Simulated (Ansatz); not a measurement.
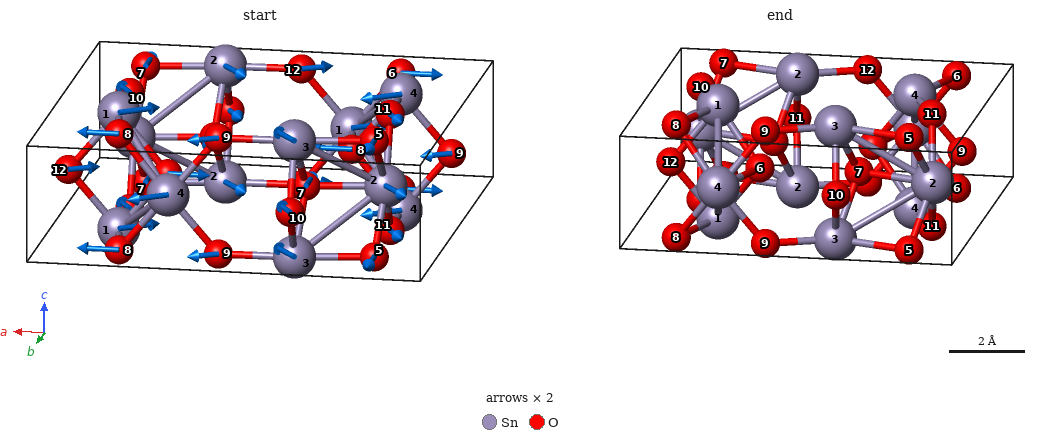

The structure of solid SnO2 (set up in I4/m) before (left) and after (right) a relaxation, at one scale. The blue arrows give the displacements (the part carried along by the change of the cell is left out), magnified 2 times.

A ball-and-stick model of the conventional cell (2 times the calculation's cell), seen from a free direction. Lengths and directions refer to the drawn axes.

The run lets cell and atoms move.

These are results of Kohn-Sham DFT of a periodic cell, PBEsol, Ansatz PAW in Ansatz 0.2.0, not measurements.

Input file:
```yaml
crystal:
  lattice:
    - [-5.37331, 5.37331, 1.616233]
    - [5.37331, -5.37331, 1.616233]
    - [5.37331, 5.37331, -1.616233]
  atoms:
    - { symbol: Sn, position: [0.3510765, 0.8310675, 0.182144] }
    - { symbol: Sn, position: [0.8310675, 0.6489235, 0.479991] }
    - { symbol: Sn, position: [0.1689325, 0.3510765, 0.520009] }
    - { symbol: Sn, position: [0.6489235, 0.1689325, 0.817856] }
    - { symbol: O, position: [0.2056015, 0.1549285, 0.36053] }
    - { symbol: O, position: [0.8450715, 0.2056015, 0.050673] }
    - { symbol: O, position: [0.7943985, 0.8450715, 0.63947] }
    - { symbol: O, position: [0.1549285, 0.7943985, 0.949327] }
    - { symbol: O, position: [0.1610445, 0.5429605, 0.704005] }
    - { symbol: O, position: [0.5429605, 0.8389555, 0.381916] }
    - { symbol: O, position: [0.4570395, 0.1610445, 0.618084] }
    - { symbol: O, position: [0.8389555, 0.4570395, 0.295995] }
hamiltonian:
  xc: pbesol
  pseudopotentials: { kind: paw }
kpoints:
  mp_grid: { grid: [7, 7, 7] }
scf:
  occupations: { method: fermi_dirac, width: 0.05 }
output:
  forces: true
  stress: true
  eigenvalues: true
relax:
  f_tol: 0.01
  max_steps: 40
  cell: { stress_tol: 0.05, p_target: 30.0 }
```

Run as
```bash
ansatz run input.yaml --threads 4 --pin off --max-ram 11264MiB --backend cpu --events-out ev --progress --plain --runs-dir out
```

Q: What changed between the two?

A: The energy rises by 433 meV per atom in 12 accepted moves (15 points after the start). With the target pressure of 30 GPa, the enthalpy E + pV changes by −470 meV per atom. Largest force component: 0.42 eV/Å at the start, 0.00039 eV/Å at the end. Pressure: −4.62 GPa at the start and 29.99 GPa at the end. The SCF was repeated 3 times at an unchanged geometry on a basis and grid sized afresh for the cell, which shifted the energy by 6.3 meV per atom at most. The largest moves relative to the cell, 0.62 Å, are those of Sn1, Sn2, Sn3 and Sn4. Sn1 goes along [−3 −2 0]. By element the largest moves are Sn 0.62 Å, O 0.58 Å. The drawn cell changes as follows: a = b 10.747 → 9.066 Å (−15.6 %), c 3.232 → 3.133 Å (−3.1 %); the volume changes by −31.0 %. Among the contacts that change: Sn1–Sn4 3.220 → 3.048 Å, Sn1–O8 2.144 → 2.276 Å, Sn1–O10 2.064 → 1.935 Å, Sn1–O12 2.112 → 2.016 Å. Among the angles between lasting bonds that change: Sn1–O6–Sn4 98.5° → 89.9°, Sn1–O10–Sn3 130.0° → 127.9°, Sn3–O10–Sn3 99.8° → 102.0°. The space group stays I4/m (No. 87). The run took 2.3 min on 4 threads of AMD EPYC 7R43 64-Core Processor (Zen 3) (shared host), peak memory 0.96 GiB.
